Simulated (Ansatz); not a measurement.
Geometry relaxation, with input and output: TiSi₁₆ (part 1 of 2)

System: TiSi₁₆ (defect cell, 17 atoms in the cell).
Method: DFT PBE, scalar-relativistic, plane waves, PAW, PAW set soft_1, no spin polarisation (Ansatz 0.2.0).

It belongs to a series of runs on one base structure; here: start relaxed.

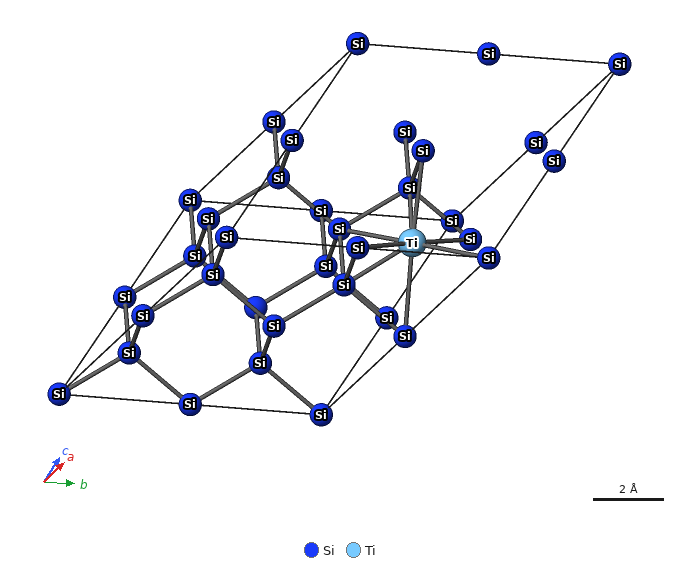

The starting structure (ball-and-stick view of the cell of the calculation, seen at an oblique angle). An atom can appear more than once, as a periodic image. Near neighbours in the periodic cell (some may lie outside the picture): Si has 4 Si at 2.35 Å and 1 Ti at 2.32 to 2.76 Å; Si has 4 Si at 2.35 Å; Ti has 10 Si at 2.32 to 2.76 Å.

**Summary**

| quantity | value |
| --- | --- |
| outcome | converged |
| electrons treated | 76 |
| free energy | −12670.2764 eV |
| Fermi energy | 7.585 eV |
| final volume | 320.21 Å³ |
| largest force (length of the vector) at the end | 0.032 eV/Å |
| hardware | 1 thread of Intel Xeon (Sapphire Rapids), 64 GiB of memory available, shared host |
| wall time | 22 s |
| peak memory | 0.63 GiB |

**Remarks**

The k-point mesh is coarse for a cell of this size, so the results may not be converged.

**Input**
```yaml
crystal:
  lattice:
    - [0.0, 5.43, 5.43]
    - [5.43, 0.0, 5.43]
    - [5.43, 5.43, 0.0]
  atoms:
    - { symbol: Si, position: [0.0, 0.0, 0.0] }
    - { symbol: Si, position: [0.125, 0.125, 0.125] }
    - { symbol: Si, position: [0.0, 0.0, 0.5] }
    - { symbol: Si, position: [0.125, 0.125, 0.625] }
    - { symbol: Si, position: [0.0, 0.5, 0.0] }
    - { symbol: Si, position: [0.125, 0.625, 0.125] }
    - { symbol: Si, position: [0.0, 0.5, 0.5] }
    - { symbol: Si, position: [0.125, 0.625, 0.625] }
    - { symbol: Si, position: [0.5, 0.0, 0.0] }
    - { symbol: Si, position: [0.625, 0.125, 0.125] }
    - { symbol: Si, position: [0.5, 0.0, 0.5] }
    - { symbol: Si, position: [0.625, 0.125, 0.625] }
    - { symbol: Si, position: [0.5, 0.5, 0.0] }
    - { symbol: Si, position: [0.625, 0.625, 0.125] }
    - { symbol: Si, position: [0.5, 0.5, 0.5] }
    - { symbol: Si, position: [0.625, 0.625, 0.625] }
    - { symbol: Ti, position: [0.7517569, 0.7410566, 0.2514649] }
basis:
  ecutwfc: 420.0
kpoints:
  mp_grid: { grid: [2, 2, 2] }
hamiltonian:
  xc: pbe
  pseudopotentials: { kind: paw, azcp: { folder: soft_1 } }
scf:
  occupations: { method: fermi_dirac, width: 0.05 }
  lower_state_search: "off"
relax:
  f_tol: 0.08
  max_steps: 25
  adjacent_minimum: "off"
output:
  write_density: true
  write_potential: true
  elf: true
  volumetric_format: npy
```

Run as:
```bash
ansatz run input.yaml --threads 1 --pin off --max-ram 3072MiB --backend cpu --events-out ev --progress --plain --runs-dir out
```

**Log**
```
Engine: ansatz 0.2.0, x86_64-unknown-linux-gnu
Pseudopotentials: kind: paw
Pseudopotential: Si, paw, valence charge 4, recommended cutoff 420 eV (normal), [file]
Pseudopotential: Ti, paw, valence charge 12, recommended cutoff 420 eV (normal), [file]
Functional definition: PBE
  parameter kappa = 0.804
  parameter beta = 0.06672455060314922
  exchange = pbe_x(kappa = kappa, mu = beta*pi^2/3)
  correlation = pbe_c(beta = beta)
Crystal: 17 atoms, lattice volume = 320.206 Å³
Basis set: ecut = 420 eV, 6231 PW (Γ), exchange–correlation on 108×108×108 points (8 copies of the dense FFT grid, shifted against one another)
Bands: 55, of which v1, the nominal top of the filled ones, is band 38 counted from 1 (37 counted from 0)
Symmetry: 1 space group operations
Space group: P1 (ITA 1), of the structure as read, at distance tolerance 6.8e-5 Å
k-points: 8
Non-local potential: Si, projectors of the file, l = 0: 2, l = 1: 2, l = 2: 1
Non-local potential: Ti, projectors of the file, l = 0: 3, l = 1: 2, l = 2: 3, l = 3: 1
PAW form: soft (Blöchl's): semilocal exchange-correlation on the pseudo side does not see the compensation charge
PAW one-centre angular grid: Si, 110 points (default); XC on 64 Gauss nodes
PAW one-centre angular grid: Ti, 590 points (default); XC on 64 Gauss nodes
Initial density: superposition of atomic densities (chi_scale 0.1, normalization cell, long waves kept (reshape's long-wave potential 0.02 eV rms))
Initial wavefunctions: pseudopotential atomic-orbital guess
Functional: x = pbe(κ = 0.804, μ = 0.2195149727645171), c = pbe(β = 0.06672455060314922)
SCF iter   1: F=—  HF=-12677.507242 eV  |F-HF|=—  |Δ(HF+E_count)|=         —  Δρ=9.93e-2  dr2=8.62e1  ethr=3.10e-3  ⟨swp⟩=7.6  Hψ=2319  notcnv=0  defer=23
preconditioner: auto → Kerker (q_TF=auto, 2.147 Å⁻¹)  [metal: Δε(μ)=0.007 eV  Ē_g=7.608 eV  σ=0.050 eV  W_gap=0.04  n_scr=58 (ndim 8)  ℏωp=17.1 eV  f_vac=0.000  D(μ)=15.73/eV (n_scr^D=136)]
SCF iter   2: F=—  HF=-12672.288804 eV  |F-HF|=—  |Δ(HF+E_count)|=    5.22e0  Δρ=4.75e-2  dr2=2.27e1  ethr=3.10e-3  ⟨swp⟩=4.6  Hψ=1014  notcnv=0  defer=46
SCF iter   3: F=—  HF=-12669.909049 eV  |F-HF|=—  |Δ(HF+E_count)|=    2.38e0  Δρ=7.51e-3  dr2=4.44e-1  ethr=3.10e-3  ⟨swp⟩=4.1  Hψ=876  notcnv=0  defer=46
SCF iter   4: F=—  HF=-12669.881944 eV  |F-HF|=—  |Δ(HF+E_count)|=   2.71e-2  Δρ=2.26e-3  dr2=2.74e-2  ethr=5.85e-4  ⟨swp⟩=3.8  Hψ=611  notcnv=0  defer=31
SCF iter   5: F=—  HF=-12669.891996 eV  |F-HF|=—  |Δ(HF+E_count)|=   1.01e-2  Δρ=6.26e-4  dr2=2.41e-3  ethr=3.61e-5  ⟨swp⟩=2.5  Hψ=801  notcnv=0  defer=31
SCF iter   6: F=—  HF=-12669.893081 eV  |F-HF|=—  |Δ(HF+E_count)|=   1.09e-3  Δρ=1.81e-4  dr2=1.55e-4  ethr=3.17e-6  ⟨swp⟩=2.0  Hψ=650  notcnv=0  defer=31
SCF iter   7: F=-12669.893125 eV  HF=-12669.893131 eV  |F-HF|=5.68e-6  |Δ(HF+E_count)|=   4.94e-5  Δρ=6.24e-5  dr2=1.58e-5  ethr=1.32e-7  ⟨swp⟩=10.1  Hψ=3494  notcnv=0
SCF 1 converged in 7 iterations: F = -12669.893125 eV  dr2 = 1.58e-5
  greatest PAW one-centre occupation: 0.998 electrons in one spin orbital (limit 2), on the Ti atom at site 16 (counted from 0), in its partial waves of l = 0
relax step   1: F+E_penalty+E_count = -12669.89312508 eV  Δ(F+E_penalty+E_count) = +0.000e0 eV  max|allowed force component| = 1.198e0 eV/Å  Δτ_max = 0.0000 Å  (7 SCF iters, dr2 threshold 1.00e-4 eV, accepted)
Initial density: handed on by an earlier stage of this run
Initial wavefunctions: those handed on with the density
iter 1 solved again at ethr=1.08e-3 eV; its pass at ethr=3.10e-3 eV (dr2=8.23e-1 eV) is discarded
SCF iter   1: F=—  HF=-12670.335810 eV  |F-HF|=—  |Δ(HF+E_count)|=         —  Δρ=8.85e-3  dr2=8.21e-1  ethr=1.08e-3  ⟨swp⟩=1.0  Hψ=1650  notcnv=0  defer=27
preconditioner: auto → Kerker (q_TF=auto, 2.147 Å⁻¹)  [metal: Δε(μ)=0.084 eV  Ē_g=7.621 eV  σ=0.050 eV  W_gap=0.40  n_scr=58 (ndim 8)  ℏωp=17.1 eV  f_vac=0.000  D(μ)=11.78/eV (n_scr^D=88)]
SCF iter   2: F=—  HF=-12670.274523 eV  |F-HF|=—  |Δ(HF+E_count)|=   6.13e-2  Δρ=4.24e-3  dr2=2.14e-1  ethr=1.08e-3  ⟨swp⟩=2.0  Hψ=471  notcnv=0  defer=27
SCF iter   3: F=—  HF=-12670.252283 eV  |F-HF|=—  |Δ(HF+E_count)|=   2.22e-2  Δρ=5.57e-4  dr2=1.63e-3  ethr=2.81e-4  ⟨swp⟩=3.0  Hψ=594  notcnv=0  defer=27
SCF iter   4: F=—  HF=-12670.252616 eV  |F-HF|=—  |Δ(HF+E_count)|=   3.33e-4  Δρ=1.55e-4  dr2=1.63e-4  ethr=2.15e-6  ⟨swp⟩=2.8  Hψ=792  notcnv=0  defer=27
iter 5 did not close the SCF: its close was put off for the readings that it lacked (scf_convergence_deferred on its scf_iter line)
SCF iter   5: F=-12670.252603 eV  HF=-12670.252607 eV  |F-HF|=4.30e-6  |Δ(HF+E_count)|=   9.14e-6  Δρ=4.25e-5  dr2=1.79e-5  ethr=2.14e-7  ⟨swp⟩=2.0  Hψ=537  notcnv=0  defer=27
SCF iter   6: F=-12670.252608 eV  HF=-12670.252609 eV  |F-HF|=7.52e-7  |Δ(HF+E_count)|=   1.50e-6  Δρ=1.59e-5  dr2=2.12e-6  ethr=2.36e-8  ⟨swp⟩=9.8  Hψ=3381  notcnv=0
SCF 2 converged in 6 iterations: F = -12670.252608 eV  dr2 = 2.12e-6
  greatest PAW one-centre occupation: 0.999 electrons in one spin orbital (limit 2), on the Ti atom at site 16 (counted from 0), in its partial waves of l = 0
relax step   2: F+E_penalty+E_count = -12670.25260792 eV  Δ(F+E_penalty+E_count) = -3.595e-1 eV  max|allowed force component| = 3.233e-1 eV/Å  Δτ_max = 0.0560 Å  (6 SCF iters, dr2 threshold 8.97e-5 eV, accepted)
SCF iter   1: F=—  HF=-12670.285277 eV  |F-HF|=—  |Δ(HF+E_count)|=         —  Δρ=3.06e-3  dr2=9.91e-2  ethr=1.12e-3  ⟨swp⟩=3.9  Hψ=814  notcnv=0  defer=27
preconditioner: auto → Kerker (q_TF=auto, 2.147 Å⁻¹)  [metal: Δε(μ)=0.075 eV  Ē_g=7.593 eV  σ=0.050 eV  W_gap=0.36  n_scr=58 (ndim 8)  ℏωp=17.1 eV  f_vac=0.000  D(μ)=12.46/eV (n_scr^D=112)]
SCF iter   2: F=—  HF=-12670.279467 eV  |F-HF|=—  |Δ(HF+E_count)|=   5.81e-3  Δρ=1.51e-3  dr2=2.82e-2  ethr=1.30e-4  ⟨swp⟩=1.9  Hψ=532  notcnv=0  defer=27
SCF iter   3: F=—  HF=-12670.276385 eV  |F-HF|=—  |Δ(HF+E_count)|=   3.08e-3  Δρ=1.60e-4  dr2=1.44e-4  ethr=3.71e-5  ⟨swp⟩=2.0  Hψ=426  notcnv=0  defer=27
SCF iter   4: F=—  HF=-12670.276395 eV  |F-HF|=—  |Δ(HF+E_count)|=   1.03e-5  Δρ=4.37e-5  dr2=1.05e-5  ethr=1.89e-7  ⟨swp⟩=3.2  Hψ=760  notcnv=0  defer=27
iter 5 did not close the SCF: its close was put off for the readings that it lacked (scf_convergence_deferred on its scf_iter line)
SCF iter   5: F=-12670.276392 eV  HF=-12670.276394 eV  |F-HF|=1.91e-6  |Δ(HF+E_count)|=   8.51e-7  Δρ=1.28e-5  dr2=2.85e-6  ethr=1.38e-8  ⟨swp⟩=2.1  Hψ=651  notcnv=0  defer=27
SCF iter   6: F=-12670.276394 eV  HF=-12670.276394 eV  |F-HF|=2.20e-7  |Δ(HF+E_count)|=   1.67e-7  Δρ=5.01e-6  dr2=3.64e-7  ethr=3.75e-9  ⟨swp⟩=9.0  Hψ=3045  notcnv=0
SCF 3 converged in 6 iterations: F = -12670.276394 eV  dr2 = 3.64e-7
relax step   3: F+E_penalty+E_count = -12670.27639373 eV  Δ(F+E_penalty+E_count) = -2.379e-2 eV  max|allowed force component| = 2.771e-2 eV/Å  Δτ_max = 0.0217 Å  (6 SCF iters, dr2 threshold 6.53e-6 eV, accepted)
iter 1 solved again at ethr=4.80e-10 eV; its pass at ethr=3.10e-3 eV (dr2=3.65e-7 eV) is discarded
SCF iter   1: F=—  HF=-12670.276433 eV  |F-HF|=—  |Δ(HF+E_count)|=         —  Δρ=5.10e-6  dr2=3.65e-7  ethr=4.80e-10  ⟨swp⟩=1.0  Hψ=1088  notcnv=0  defer=27
preconditioner: auto → Kerker (q_TF=auto, 2.147 Å⁻¹)  [metal: Δε(μ)=0.067 eV  Ē_g=7.583 eV  σ=0.050 eV  W_gap=0.32  n_scr=58 (ndim 8)  ℏωp=17.1 eV  f_vac=0.000  D(μ)=13.14/eV (n_scr^D=112)]
SCF iter   2: F=—  HF=-12670.276394 eV  |F-HF|=—  |Δ(HF+E_count)|=   3.91e-5  Δρ=3.28e-6  dr2=1.68e-7  ethr=4.80e-10  ⟨swp⟩=2.0  Hψ=682  notcnv=0  defer=27
iter 3 did not close the SCF: its close was put off for the readings that it lacked (scf_convergence_deferred on its scf_iter line)
SCF iter   3: F=-12670.276394 eV  HF=-12670.276394 eV  |F-HF|=1.76e-9  |Δ(HF+E_count)|=  3.53e-10  Δρ=1.12e-6  dr2=1.01e-8  ethr=2.20e-10  ⟨swp⟩=2.1  Hψ=567  notcnv=0  defer=27
iter 4 did not close the SCF: its close was put off for the readings that it lacked (scf_convergence_deferred on its scf_iter line)
SCF iter   4: F=-12670.276394 eV  HF=-12670.276394 eV  |F-HF|=7.64e-11  |Δ(HF+E_count)|=   1.60e-9  Δρ=3.06e-7  dr2=6.32e-10  ethr=1.33e-11  ⟨swp⟩=2.2  Hψ=601  notcnv=0  defer=27
iter 5 did not close the SCF: its close was put off for the readings that it lacked (scf_convergence_deferred on its scf_iter line)
SCF iter   5: F=-12670.276394 eV  HF=-12670.276394 eV  |F-HF|=0.00e0  |Δ(HF+E_count)|=  9.64e-11  Δρ=5.70e-8  dr2=1.29e-11  ethr=1.00e-12  ⟨swp⟩=2.0  Hψ=629  notcnv=0  defer=27
SCF iter   6: F=-12670.276394 eV  HF=-12670.276394 eV  |F-HF|=0.00e0  |Δ(HF+E_count)|=  3.64e-12  Δρ=1.93e-8  dr2=1.82e-12  ethr=1.00e-12  ⟨swp⟩=5.0  Hψ=1824  notcnv=0
SCF 4 converged in 6 iterations: F = -12670.276394 eV  dr2 = 1.82e-12
relax step   4: F+E_penalty+E_count = -12670.27639394 eV  Δ(F+E_penalty+E_count) = -2.077e-7 eV  max|allowed force component| = 2.787e-2 eV/Å  Δτ_max = 0.0000 Å  (6 SCF iters, accepted)
```

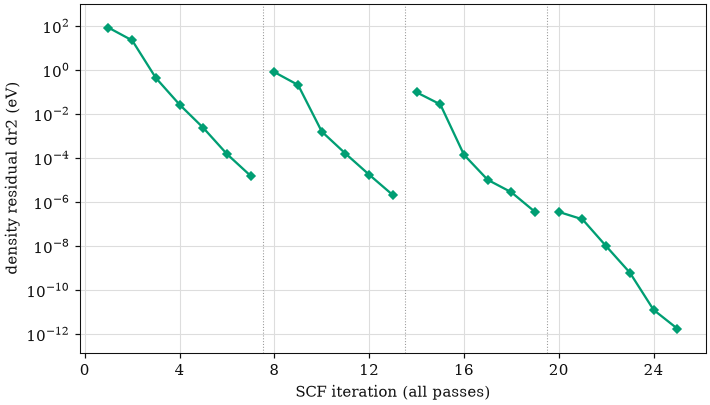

Convergence of the self-consistent field: density residual dr2 against the SCF iteration. The dotted lines part the SCF passes of the relaxation: geometry steps, rejected trials and re-solves on a re-selected basis. The passes take 7, 6, 6 and 6 iterations.

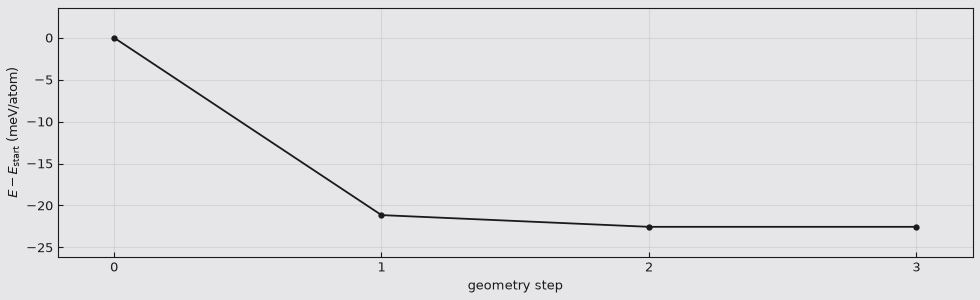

Progress of the relaxation, step by step (the first geometry is step 0 here and step 1 in the log).

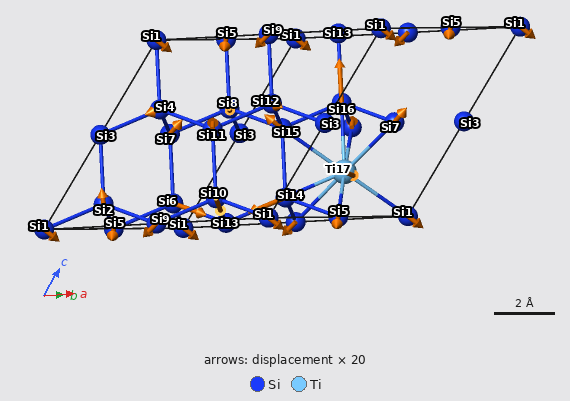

The starting structure with the displacements as orange arrows, magnified 20 times (ball-and-stick view of the cell of the calculation, seen at an oblique angle). After 3 geometry steps the energy has fallen by 22.5 meV per atom. Largest force component: 1.2 eV/Å at the start, 0.028 eV/Å at the end. The largest moves, 0.076 Å, are those of Si6 and Si16. By element the largest moves are Si 0.076 Å, Ti 0.055 Å. The cell doesn't change. Distances before and after: Si14–Ti17 2.316 → 2.424 Å, Si16–Ti17 2.343 → 2.426 Å, Si5–Ti17 2.675 → 2.754 Å, Si15–Ti17 2.676 → 2.754 Å. Among the angles that change: Si2–Si5–Si8 109.5° → 112.2°, Si11–Si16–Ti17 71.9° → 69.6°, Si8–Si5–Ti17 126.1° → 123.9°. (Atoms are counted from 1 in the order of the input.)

```
NSCF: frozen V_eff on 8 k-points
the band table was solved once a step of the walk had ended and its energy, with any forces and stress, was formed, with the checks that follow a solve (2609 applications of the Hamiltonian). They found nothing against the state; the energy, forces and stress were not computed again (output.eigenvalues in the input reference)
SCF converged after 6 iterations
Free energy (F): -12670.276394 eV
Harris-Foulkes:  -12670.276394 eV  (|F-HF|=0.00e0)
Internal energy: -12670.178795 eV  (E = F + TS)
E sigma→0 (E₀):  -12670.227594 eV
Entropy (-TS):   -0.097599 eV (-5.741 meV/atom)
Fermi energy:    7.585077 eV
--- Per-component energies (eV) ---
  E_band       = -107.212650
  E_kinetic    = 946.384795
  E_local      = -2116.983288  (includes V_loc(G=0)·N_el)
  E_nonlocal   = 427.035246
  E_hartree    = 876.544774
  E_xc         = -1023.396406
  E_vxc        = -915.007681  (∫ρ·V_xc dr)
  E_paw        = -9229.343881  (= ΣΔE_a)
  E_vpaw       = -201.731783  (= ΣTr[D̂ρ^β])
  E_aug_tail   = 0.000518  (compensation charges beyond the density's cutoff)
  E_ewald      = -2550.420554
  E_smearing   = -0.097599  (= −TS)
  E_closure    = -0.000000  (closes the sum)
  Σ components = -12670.276394   (vs F -12670.276394, Δ=0.00e0)
```
